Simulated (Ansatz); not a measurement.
Consider MgZn$_{5}$O$_{6}$.

Input

```
crystal:
  lattice:
    - [3.2708702464, 0.0, 0.0]
    - [0.0, 3.2708702464, 0.0]
    - [0.0, 0.0, 13.7851629318]
  atoms:
    - { symbol: Mg, position: [0.0, 0.0, 0.5] }
    - { symbol: Zn, position: [0.0, 0.0, 0.8328971752] }
    - { symbol: Zn, position: [0.5, 0.5, 0.0] }
    - { symbol: Zn, position: [0.0, 0.0, 0.1671028248] }
    - { symbol: Zn, position: [0.5, 0.5, 0.3343057567] }
    - { symbol: Zn, position: [0.5, 0.5, 0.6656942433] }
    - { symbol: O, position: [0.5, 0.0, 0.0835536515] }
    - { symbol: O, position: [0.0, 0.5, 0.2506189228] }
    - { symbol: O, position: [0.5, 0.0, 0.4183919996] }
    - { symbol: O, position: [0.0, 0.5, 0.5816080004] }
    - { symbol: O, position: [0.5, 0.0, 0.7493810772] }
    - { symbol: O, position: [0.0, 0.5, 0.9164463485] }
basis:
  ecutwfc: 420
kpoints:
  mp_grid: { grid: [8, 8, 2] }
  band_path:
    path:
      - [[0.0, 0.0, 0.0], [0.0, 0.5, 0.0], [0.5, 0.5, 0.0], [0.0, 0.0, 0.0], [0.0, 0.0, 0.5], [0.0, 0.5, 0.5], [0.5, 0.5, 0.5], [0.0, 0.0, 0.5]]
      - [[0.0, 0.5, 0.0], [0.0, 0.5, 0.5]]
      - [[0.5, 0.5, 0.0], [0.5, 0.5, 0.5]]
    npoints: 10
hamiltonian:
  xc: pbesol
scf:
  occupations: { method: gaussian, width: 0.02 }
  n_extra_bands: 30
output:
  forces: true
  stress: true
  eigenvalues: true
  populations: true
  dos: { projected: true, de: 0.02, nscf_kmesh: { grid: [12, 12, 3] } }
  bader: false
  write_density: true
  write_potential: true
  elf: true
  volumetric_format: npy
```

Launched as:

```sh
ansatz run input.yaml --threads 1 --pin off --max-ram 2560MiB --backend cpu --events-out ev --progress --plain --runs-dir out
```

Below, planes, directions and counts refer to the conventional cell (a = 3.27 Å, b = 3.27 Å, c = 13.79 Å, α = 90.00°, β = 90.00°, γ = 90.00°).

Space group P-4m2; a structure generated by program, which may or may not match a known phase; computed pressure about −5 GPa in this cell.

These are results of Ansatz 0.2.0, DFT PBEsol, scalar-relativistic, plane waves, PAW, not measurements.

Q: What will maps of the valence pseudo-density and electron localisation function show?

A: Mg–O (1.99 Å): ρ at the midpoint is about 0.44 e/Å³; the ELF peaks at about 0.85 in the valence shell of O, 0.7 Å from its nucleus, and is about 0.35 at the midpoint (a largely ionic contact).
Zn–O (2.00 Å): ρ at the midpoint is about 0.57 e/Å³; the ELF peaks at about 0.85 in the valence shell of O, 0.6 Å from its nucleus, and is about 0.25 at the midpoint; no shared electron pair shows on this line.

Q: Metal or insulator at this level of theory?

A: It is gapped, with a Kohn–Sham gap of 0.86 eV on the k-point mesh, an upper bound to the gap of this method.

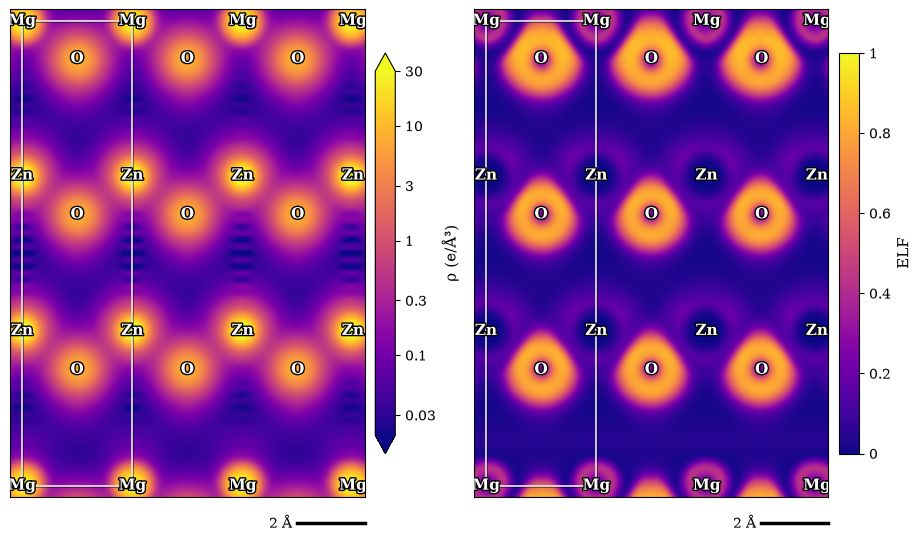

Computed valence pseudo-density and electron localisation function on the (010) plane of the conventional cell, in this order. 

In a PAW calculation such maps are meaningful between the atoms, not at the nuclei.
